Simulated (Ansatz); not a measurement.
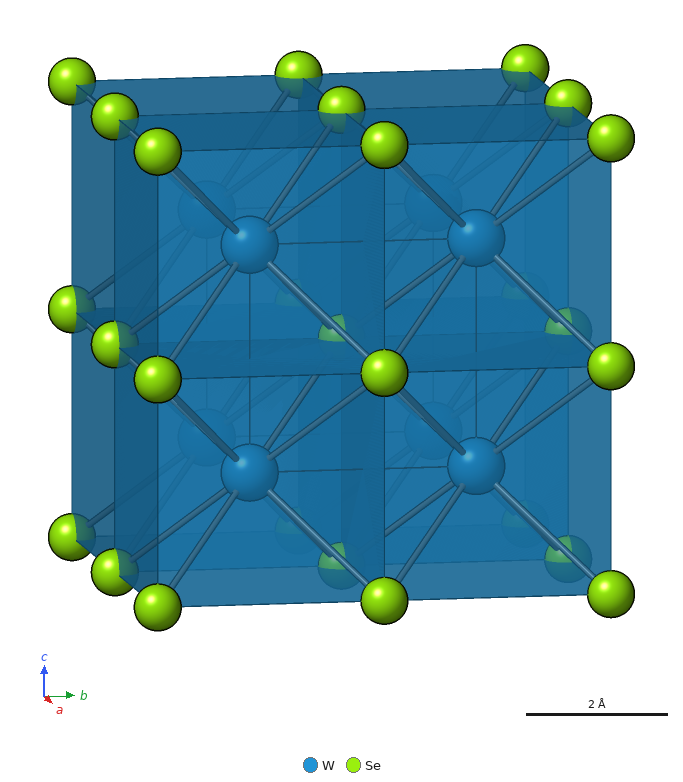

*The structure as given in the input (polyhedral view of the cell of the calculation, seen slightly off an axis; polyhedra are completed across the faces of the cell). An atom can appear more than once, as a periodic image.*

# WSe: geometry relaxation (part 1 of 3)

WSe (2 atoms in the cell), computed with DFT r2SCAN+U, scalar-relativistic, plane waves, PAW, Ueff = 6.2 eV on W d, spin-polarised (Ansatz 0.2.0).

The structure was built on a prototype by a generator; it need not be a known phase. Figures and captions count atoms from 1; the log counts them from 0 in places.

### Output
```
W: projections on atomic orbitals take those of the free atom [Kr 4d10 4f14] 5s2 5p6 5d4 6s2, of charge +0.00 (hamiltonian.pseudopotentials.projection_atoms); the dataset's partial waves leave at most 6.5e-5 of an orbital's norm unspanned inside its sphere
Se: projections on atomic orbitals take those of the free atom [Ar] 3d10 4s2 4p4, of charge +0.00 (hamiltonian.pseudopotentials.projection_atoms); the dataset's partial waves leave at most 2.3e-6 of an orbital's norm unspanned inside its sphere
Engine: ansatz 0.2.0, x86_64-unknown-linux-gnu
Pseudopotentials: kind: paw
Pseudopotential: W, paw, valence charge 14, recommended cutoff 500 eV (meta_gga), W.paw.azcp
Pseudopotential: Se, paw, valence charge 16, recommended cutoff 500 eV (meta_gga), Se.paw.azcp
Functional definition: r2SCAN
  parameter k0 = 0.174
  parameter k1 = 0.065
  parameter a1 = 4.9479
  exchange = r2scan_x(k0 = k0, k1 = k1, a1 = a1)
  correlation = r2scan_c
Crystal: 2 atoms, lattice volume = 35.319 Å³
Basis set: ecut = 500 eV, 895 PW (Γ), exchange–correlation on 96×96×96 points (64 copies of the dense FFT grid, shifted against one another)
Bands: 21, of which v1, the nominal top of the filled ones, is band 15 counted from 1 (14 counted from 0)
Symmetry: 48 space group operations
Space group: Pm-3m (ITA 221), of the structure as read, at distance tolerance 3.3e-5 Å
Magnetic group: BNS 221.92 (UNI 1594), of the structure as read, at distance tolerance 3.3e-5 Å
k-points: 84 of 1728
Non-local potential: W, projectors of the file, l = 0: 3, l = 1: 2, l = 2: 2, l = 3: 1
Non-local potential: Se, projectors of the file, l = 0: 2, l = 1: 2, l = 2: 3, l = 3: 1
PAW form: soft (Blöchl's): semilocal exchange-correlation on the pseudo side does not see the compensation charge
PAW frozen core: W, regenerated for the run's functional (the file was generated under x = pbe(κ = 0.804, μ = 0.2195149727645171), c = pbe(β = 0.06672455060314922))
PAW frozen core: Se, regenerated for the run's functional (the file was generated under x = pbe(κ = 0.804, μ = 0.2195149727645171), c = pbe(β = 0.06672455060314922))
PAW one-centre angular grid: W, 590 points (default); XC on 160 Gauss nodes
PAW one-centre angular grid: Se, 590 points (default); XC on 160 Gauss nodes
Initial density: superposition of atomic densities (chi_scale 0.1, normalization cell)
Starting moments: Σ|m| = 2.6 μB on 2 of 2 sites
Initial wavefunctions: pseudopotential atomic-orbital guess
Functional: x = r2scan, c = r2scan; τ floored in thin density (d = 2e-4 eV/Å³)
iter 1 solved again at ethr=2.89e-4 eV; its pass at ethr=3.10e-3 eV (dr2=8.68e-2 eV) is discarded
SCF iter   1: F=—  HF=-15866.870060 eV  |F-HF|=—  |Δ(HF+E_count)|=         —  Δρ=2.26e-2 (↑1.55e-2 ↓2.26e-2)  dr2=8.71e-2  dr2_τ=1.37e-2  dr2_m=9.70e-2  M=2.446 μB ∫|m|=2.835 μB  β_m=0.30  ethr=2.89e-4  ⟨swp⟩=1.0  Hψ=21625  notcnv=0
preconditioner: auto → none  [metal: Δε(μ)=0.013 eV  Ē_g=10.763 eV  σ=0.100 eV  W_gap=0.07  n_scr=6 (ndim 8)  ℏωp=21.6 eV  f_vac=0.000  D(μ)=1.40/eV (n_scr^D=6)  sad-step TF]
SCF iter   2: F=—  HF=-15867.240644 eV  |F-HF|=—  |Δ(HF+E_count)|=   3.71e-1  Δρ=1.77e-2 (↑1.49e-2 ↓1.77e-2)  dr2=2.64e-2  dr2_τ=2.33e-3  dr2_m=7.35e-2  M=2.510 μB ∫|m|=2.957 μB  β_m=1.00  ethr=2.89e-4  ⟨swp⟩=2.0  Hψ=5567  notcnv=0  κ⁻¹=1.0e0(r=1)
SCF iter   3: F=—  HF=-15867.589786 eV  |F-HF|=—  |Δ(HF+E_count)|=   3.49e-1  Δρ=9.48e-3 (↑9.48e-3 ↓7.68e-3)  dr2=1.36e-2  dr2_τ=2.85e-3  dr2_m=1.82e-2  M=2.757 μB ∫|m|=3.302 μB  β_m=1.00  ethr=8.81e-5  ⟨swp⟩=2.0  Hψ=7827  notcnv=0  defer=91  κ⁻¹=3.8e-2(r=2)
SCF iter   4: F=—  HF=-15867.754549 eV  |F-HF|=—  |Δ(HF+E_count)|=   1.65e-1  Δρ=1.09e-2 (↑1.09e-2 ↓7.47e-3)  dr2=1.56e-2  dr2_τ=3.07e-3  dr2_m=2.42e-2  M=3.064 μB ∫|m|=3.642 μB  β_m=1.00  ethr=4.55e-5  ⟨swp⟩=2.0  Hψ=6003  notcnv=0  defer=96  κ⁻¹=3.4e-3(r=3)
SCF iter   5: F=—  HF=-15867.977607 eV  |F-HF|=—  |Δ(HF+E_count)|=   2.23e-1  Δρ=1.52e-2 (↑1.52e-2 ↓1.02e-2)  dr2=2.82e-2  dr2_τ=5.75e-3  dr2_m=4.76e-2  M=3.530 μB ∫|m|=4.076 μB  β_m=0.30  ethr=4.55e-5  ⟨swp⟩=2.1  Hψ=6484  notcnv=0  defer=130  κ⁻¹=2.4e-3(r=4)
SCF iter   6: F=—  HF=-15868.231685 eV  |F-HF|=—  |Δ(HF+E_count)|=   2.54e-1  Δρ=2.31e-2 (↑2.31e-2 ↓1.06e-2)  dr2=2.10e-1  dr2_τ=3.05e-3  dr2_m=6.44e-2  M=3.665 μB ∫|m|=4.230 μB  β_m=0.30  ethr=4.55e-5  ⟨swp⟩=2.0  Hψ=7472  notcnv=0  defer=123  κ⁻¹=1.0e-4(r=5)
SCF iter   7: F=—  HF=-15868.410957 eV  |F-HF|=—  |Δ(HF+E_count)|=   1.79e-1  Δρ=2.09e-2 (↑2.09e-2 ↓9.72e-3)  dr2=1.87e-1  dr2_τ=1.26e-3  dr2_m=5.06e-2  M=3.756 μB ∫|m|=4.325 μB  β_m=1.00  ethr=4.55e-5  ⟨swp⟩=2.1  Hψ=5098  notcnv=0  defer=123  κ⁻¹=1.2e-5(r=6)
SCF iter   8: F=—  HF=-15868.604234 eV  |F-HF|=—  |Δ(HF+E_count)|=   1.93e-1  Δρ=1.59e-2 (↑1.59e-2 ↓9.72e-3)  dr2=2.54e-1  dr2_τ=1.43e-3  dr2_m=8.10e-3  M=3.850 μB ∫|m|=4.453 μB  β_m=1.00  ethr=4.55e-5  ⟨swp⟩=2.0  Hψ=6781  notcnv=0  defer=127  κ⁻¹=1.1e-5(r=7)
SCF iter   9: F=—  HF=-15868.680099 eV  |F-HF|=—  |Δ(HF+E_count)|=   7.59e-2  Δρ=1.50e-2 (↑1.50e-2 ↓1.03e-2)  dr2=2.65e-1  dr2_τ=1.17e-3  dr2_m=3.83e-3  M=3.874 μB ∫|m|=4.503 μB  β_m=1.00  ethr=4.55e-5  ⟨swp⟩=1.5  Hψ=4134  notcnv=0  defer=126  κ⁻¹=3.9e-6(r=8)
SCF iter  10: F=—  HF=-15868.696880 eV  |F-HF|=—  |Δ(HF+E_count)|=   1.68e-2  Δρ=3.88e-3 (↑2.41e-3 ↓3.88e-3)  dr2=1.07e-2  dr2_τ=1.94e-3  dr2_m=9.48e-4  M=3.896 μB ∫|m|=4.494 μB  β_m=0.30  ethr=4.55e-5  ⟨swp⟩=2.8  Hψ=7128  notcnv=0  defer=132  κ⁻¹=9.5e-7(r=8)
SCF iter  11: F=—  HF=-15868.721433 eV  |F-HF|=—  |Δ(HF+E_count)|=   2.46e-2  Δρ=3.62e-3 (↑3.11e-3 ↓3.62e-3)  dr2=1.68e-2  dr2_τ=1.69e-4  dr2_m=3.00e-4  M=3.907 μB ∫|m|=4.517 μB  β_m=0.30  ethr=3.58e-5  ⟨swp⟩=2.9  Hψ=6618  notcnv=0  defer=127  κ⁻¹=1.3e-6(r=8)
SCF iter  12: F=—  HF=-15868.733150 eV  |F-HF|=—  |Δ(HF+E_count)|=   1.17e-2  Δρ=3.22e-3 (↑3.22e-3 ↓2.98e-3)  dr2=1.56e-2  dr2_τ=7.83e-5  dr2_m=3.07e-4  M=3.915 μB ∫|m|=4.531 μB  β_m=0.30  ethr=3.58e-5  ⟨swp⟩=1.0  Hψ=3502  notcnv=0  defer=127  κ⁻¹=6.0e-7(r=8)
SCF iter  13: F=—  HF=-15868.739339 eV  |F-HF|=—  |Δ(HF+E_count)|=   6.19e-3  Δρ=2.88e-3 (↑2.88e-3 ↓2.52e-3)  dr2=1.19e-2  dr2_τ=5.14e-5  dr2_m=2.62e-4  M=3.921 μB ∫|m|=4.540 μB  β_m=1.00  ethr=3.58e-5  ⟨swp⟩=1.0  Hψ=3451  notcnv=0  defer=127  κ⁻¹=2.9e-7(r=8)
SCF iter  14: F=—  HF=-15868.741440 eV  |F-HF|=—  |Δ(HF+E_count)|=   2.10e-3  Δρ=1.52e-3 (↑1.52e-3 ↓3.90e-4)  dr2=9.93e-4  dr2_τ=1.95e-4  dr2_m=1.97e-4  M=3.926 μB ∫|m|=4.536 μB  β_m=0.30  ethr=3.58e-5  ⟨swp⟩=2.0  Hψ=6241  notcnv=0  defer=127  κ⁻¹=1.4e-7(r=8)
SCF iter  15: F=—  HF=-15868.743008 eV  |F-HF|=—  |Δ(HF+E_count)|=   1.57e-3  Δρ=1.90e-3 (↑1.90e-3 ↓1.07e-3)  dr2=2.95e-3  dr2_τ=1.20e-5  dr2_m=1.25e-4  M=3.927 μB ∫|m|=4.539 μB  β_m=1.00  ethr=3.31e-6  ⟨swp⟩=2.0  Hψ=4697  notcnv=0  defer=126  κ⁻¹=2.2e-7(r=8)
SCF iter  16: F=—  HF=-15868.743797 eV  |F-HF|=—  |Δ(HF+E_count)|=   7.90e-4  Δρ=8.07e-4 (↑8.07e-4 ↓5.28e-4)  dr2=5.39e-4  dr2_τ=6.54e-6  dr2_m=3.07e-5  M=3.931 μB ∫|m|=4.546 μB  β_m=1.00  ethr=3.31e-6  ⟨swp⟩=2.0  Hψ=4689  notcnv=0  defer=123  κ⁻¹=3.1e-7(r=8)
SCF iter  17: F=—  HF=-15868.744433 eV  |F-HF|=—  |Δ(HF+E_count)|=   6.35e-4  Δρ=2.59e-4 (↑2.59e-4 ↓8.70e-5)  dr2=3.17e-5  dr2_τ=3.37e-6  dr2_m=8.64e-6  M=3.934 μB ∫|m|=4.553 μB  β_m=1.00  ethr=1.80e-6  ⟨swp⟩=2.0  Hψ=4928  notcnv=0  defer=122  κ⁻¹=1.6e-7(r=8)
SCF iter  18: F=—  HF=-15868.744689 eV  |F-HF|=—  |Δ(HF+E_count)|=   2.56e-4  Δρ=1.66e-4 (↑1.66e-4 ↓5.75e-5)  dr2=2.46e-5  dr2_τ=8.30e-8  dr2_m=1.64e-6  M=3.935 μB ∫|m|=4.556 μB  β_m=1.00  ethr=1.06e-7  ⟨swp⟩=2.0  Hψ=4518  notcnv=0  defer=141
Mixer restart at iter 18: flushing history
spin-set hold released at iteration 18 (site moments' squared step at or under half its running peak, from the soft ceiling on): the magnetisation degrees of freedom join the quasi-Newton model from the next iteration; the mixer history was flushed
SCF iter  19: F=—  HF=-15868.744826 eV  |F-HF|=—  |Δ(HF+E_count)|=   1.37e-4  Δρ=7.22e-5 (↑7.22e-5 ↓4.17e-5)  dr2=4.01e-6  dr2_τ=7.24e-8  dr2_m=2.45e-7  M=3.936 μB ∫|m|=4.557 μB  β_m=1.00  ethr=8.20e-8  ⟨swp⟩=2.0  Hψ=4197  notcnv=0  defer=141  κ⁻¹=1.0e0(r=1)
SCF iter  20: F=—  HF=-15868.744971 eV  |F-HF|=—  |Δ(HF+E_count)|=   1.45e-4  Δρ=3.81e-5 (↑3.81e-5 ↓3.70e-5)  dr2=1.22e-6  dr2_τ=1.21e-7  dr2_m=1.79e-7  M=3.938 μB ∫|m|=4.560 μB  β_m=1.00  ethr=1.34e-8  ⟨swp⟩=2.2  Hψ=4980  notcnv=0  defer=141  κ⁻¹=3.7e-2(r=2)
SCF iter  21: F=—  HF=-15868.744980 eV  |F-HF|=—  |Δ(HF+E_count)|=   8.85e-6  Δρ=2.36e-5 (↑2.36e-5 ↓1.76e-5)  dr2=5.19e-7  dr2_τ=4.57e-9  dr2_m=7.26e-9  M=3.938 μB ∫|m|=4.561 μB  β_m=1.00  ethr=4.07e-9  ⟨swp⟩=2.0  Hψ=4945  notcnv=0  defer=141  κ⁻¹=5.8e-3(r=3)
SCF iter  22: F=—  HF=-15868.744980 eV  |F-HF|=—  |Δ(HF+E_count)|=   1.50e-7  Δρ=1.20e-5 (↑1.09e-5 ↓1.20e-5)  dr2=1.45e-7  dr2_τ=2.13e-9  dr2_m=1.03e-9  M=3.938 μB ∫|m|=4.561 μB  β_m=1.00  ethr=1.73e-9  ⟨swp⟩=2.2  Hψ=4802  notcnv=0  defer=141  κ⁻¹=1.1e-3(r=4)
SCF iter  23: F=-15868.744980 eV  HF=-15868.744980 eV  |F-HF|=7.45e-9  |Δ(HF+E_count)|=   9.71e-8  Δρ=3.60e-6 (↑2.82e-6 ↓3.60e-6)  dr2=5.82e-9  dr2_τ=2.53e-10  dr2_m=2.64e-10  M=3.938 μB ∫|m|=4.561 μB  ethr=3.33e-10  ⟨swp⟩=10.4  Hψ=20377  notcnv=0
SCF 1 converged in 23 iterations: F = -15868.744980 eV  dr2 = 5.82e-9
  greatest PAW one-centre occupation: 1.000 electrons in one spin orbital (limit 2), on the Se atom at site 1 (counted from 0), in its partial waves of l = 2
relax step   1: F+E_penalty+E_count = -15868.74498005 eV  Δ(F+E_penalty+E_count) = +0.000e0 eV  max|allowed force component| = 9.779e-31 eV/Å  Δτ_max = 0.0000 Å  P = +28.670 GPa  Ω = 35.319 Å³  (23 SCF iters, dr2 threshold 1.00e-7 eV, accepted)
Crystal: 2 atoms, lattice volume = 40.740 Å³
Basis set: ecut = 500 eV, 1021 PW (Γ), exchange–correlation on 96×96×96 points (64 copies of the dense FFT grid, shifted against one another)
Initial density: handed on by an earlier stage of this run
Starting moments: Σ|m| = 2.6 μB on 2 of 2 sites; this step starts from the density that it was given
Initial wavefunctions: those handed on with the density
iter 1 solved again at ethr=7.92e-5 eV; its pass at ethr=3.10e-3 eV (dr2=2.38e-2 eV) is discarded
SCF iter   1: F=—  HF=-15868.896689 eV  |F-HF|=—  |Δ(HF+E_count)|=         —  Δρ=8.43e-3 (↑8.26e-3 ↓8.43e-3)  dr2=2.37e-2  dr2_τ=1.08e-1  dr2_m=2.30e-2  M=4.000 μB ∫|m|=4.790 μB  β_m=1.00  ethr=7.92e-5  ⟨swp⟩=1.9  Hψ=21991  notcnv=0
preconditioner: auto → Kerker (q_TF=auto, 2.593 Å⁻¹)  [metal: Δε(μ)=0.067 eV  Ē_g=11.365 eV  σ=0.100 eV  W_gap=0.36  n_scr=18 (ndim 8)  ℏωp=20.2 eV  f_vac=0.000  D(μ)=0.35/eV (n_scr^D=0)]
spin=Collinear: Kerker preconditioning applied to the charge; magnetization (m = ρ↑ − ρ↓) channel mixes plain (no charge-response kernel on spin).
SCF iter   2: F=—  HF=-15869.313978 eV  |F-HF|=—  |Δ(HF+E_count)|=   4.17e-1  Δρ=2.14e-3 (↑1.71e-3 ↓2.14e-3)  dr2=5.28e-3  dr2_τ=1.39e-4  dr2_m=4.46e-4  M=4.000 μB ∫|m|=4.830 μB  β_m=1.00  ethr=7.89e-5  ⟨swp⟩=2.2  Hψ=7091  notcnv=0  κ⁻¹=1.0e0(r=1)
preconditioner: auto → Resta (q_TF=auto, 2.593 Å⁻¹)  ε∞=4.1  [insulator: Δε(μ)=0.107 eV  Ē_g=11.464 eV  σ=0.100 eV  W_gap=0.54  n_scr=18 (ndim 8)  ℏωp=20.2 eV  f_vac=0.000  D(μ)=0.33/eV (n_scr^D=0)  ε∞_Penn≈4.1]
spin=Collinear: Resta preconditioning applied to the charge; magnetization (m = ρ↑ − ρ↓) channel mixes plain (no charge-response kernel on spin).
SCF iter   3: F=—  HF=-15869.317657 eV  |F-HF|=—  |Δ(HF+E_count)|=   3.68e-3  Δρ=1.25e-3 (↑1.17e-3 ↓1.25e-3)  dr2=2.17e-3  dr2_τ=2.40e-5  dr2_m=4.71e-5  M=4.000 μB ∫|m|=4.848 μB  β_m=1.00  ethr=1.76e-5  ⟨swp⟩=2.3  Hψ=4467  notcnv=0  κ⁻¹=1.0e-2(r=2)
SCF iter   4: F=—  HF=-15869.321013 eV  |F-HF|=—  |Δ(HF+E_count)|=   3.36e-3  Δρ=6.38e-4 (↑5.86e-4 ↓6.38e-4)  dr2=3.88e-4  dr2_τ=5.34e-6  dr2_m=9.13e-6  M=4.000 μB ∫|m|=4.871 μB  β_m=1.00  ethr=7.23e-6  ⟨swp⟩=2.0  Hψ=4632  notcnv=0  κ⁻¹=1.1e-3(r=3)
SCF iter   5: F=—  HF=-15869.321675 eV  |F-HF|=—  |Δ(HF+E_count)|=   6.61e-4  Δρ=3.34e-4 (↑3.13e-4 ↓3.34e-4)  dr2=1.37e-4  dr2_τ=1.31e-6  dr2_m=2.52e-7  M=4.000 μB ∫|m|=4.873 μB  β_m=1.00  ethr=1.29e-6  ⟨swp⟩=2.0  Hψ=4482  notcnv=0  κ⁻¹=3.9e-4(r=4)
SCF iter   6: F=—  HF=-15869.321806 eV  |F-HF|=—  |Δ(HF+E_count)|=   1.31e-4  Δρ=1.22e-4 (↑1.22e-4 ↓1.20e-4)  dr2=1.37e-5  dr2_τ=1.97e-7  dr2_m=9.11e-7  M=4.000 μB ∫|m|=4.874 μB  β_m=1.00  ethr=4.58e-7  ⟨swp⟩=2.0  Hψ=4556  notcnv=0  κ⁻¹=5.6e-5(r=5)
SCF iter   7: F=—  HF=-15869.321824 eV  |F-HF|=—  |Δ(HF+E_count)|=   1.78e-5  Δρ=6.08e-5 (↑6.08e-5 ↓5.74e-5)  dr2=3.31e-6  dr2_τ=3.62e-8  dr2_m=1.16e-8  M=4.000 μB ∫|m|=4.874 μB  β_m=1.00  ethr=4.57e-8  ⟨swp⟩=2.1  Hψ=4725  notcnv=0  κ⁻¹=3.4e-6(r=6)
iter 8 did not close the SCF: its close was put off for a magnetic moment that had not settled (scf_convergence_deferred on its scf_iter line)
SCF iter   8: F=-15869.321830 eV  HF=-15869.321830 eV  |F-HF|=4.36e-7  |Δ(HF+E_count)|=   6.33e-6  Δρ=1.73e-5 (↑1.73e-5 ↓1.53e-5)  dr2=1.78e-7  dr2_τ=5.25e-9  dr2_m=4.31e-8  M=4.000 μB ∫|m|=4.874 μB  β_m=1.00  ethr=6.67e-10  ⟨swp⟩=7.8  Hψ=25179  notcnv=0  κ⁻¹=6.6e-7(r=7)
SCF iter   9: F=-15869.321831 eV  HF=-15869.321831 eV  |F-HF|=2.41e-8  |Δ(HF+E_count)|=   5.24e-7  Δρ=4.90e-6 (↑4.90e-6 ↓4.79e-6)  dr2=1.67e-8  dr2_τ=4.17e-10  dr2_m=1.28e-9  M=4.000 μB ∫|m|=4.874 μB  ethr=5.93e-10  ⟨swp⟩=6.0  Hψ=21017  notcnv=0
SCF 2 converged in 9 iterations: F = -15869.321831 eV  dr2 = 1.67e-8
```
